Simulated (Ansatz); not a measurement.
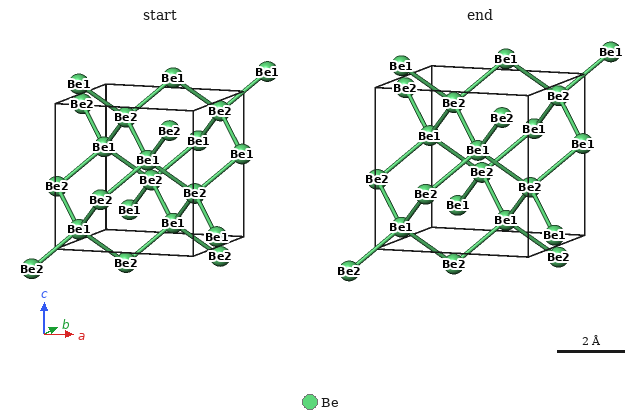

The structure of solid Be (a generated structure, set up in Fd-3m) before (left) and after (right) a relaxation, at one scale.

Style: ball-and-stick. Shown: the conventional cell (4 times the calculation's cell), slightly off an axis. Lengths and directions refer to the drawn axes.

Phase: diamond.

Level of theory: DFT, r2SCAN, plane waves (500 eV) with PAW, scalar-relativistic (Ansatz 0.2.0). Settings: plane-wave cutoff 500 eV; k-point mesh 12 × 12 × 12; occupations fermi dirac; smearing width 0.1 eV; no spin polarisation; cell and atoms relaxed; force threshold 0.01 eV/Å; at most 60 steps.

> What changed between the two?

No atom moves by more than 0.005 Å relative to the cell. The volume changes by +36.9 %, with a = b = c 4.441 → 4.932 Å (+11.0 %). Among the contacts that change: Be1–Be2 1.923 → 2.136 Å. The space group stays Fd-3m (No. 227). The energy falls by 226 meV per atom in 4 accepted moves (5 points after the start). All forces vanish by symmetry, so only the cell relaxes. Pressure: 22.52 GPa at the start and 0.00 GPa at the end. At 1 point the geometry stayed and the basis and grid were re-selected for the new cell (energy shift of 0.1 meV per atom at most each time).
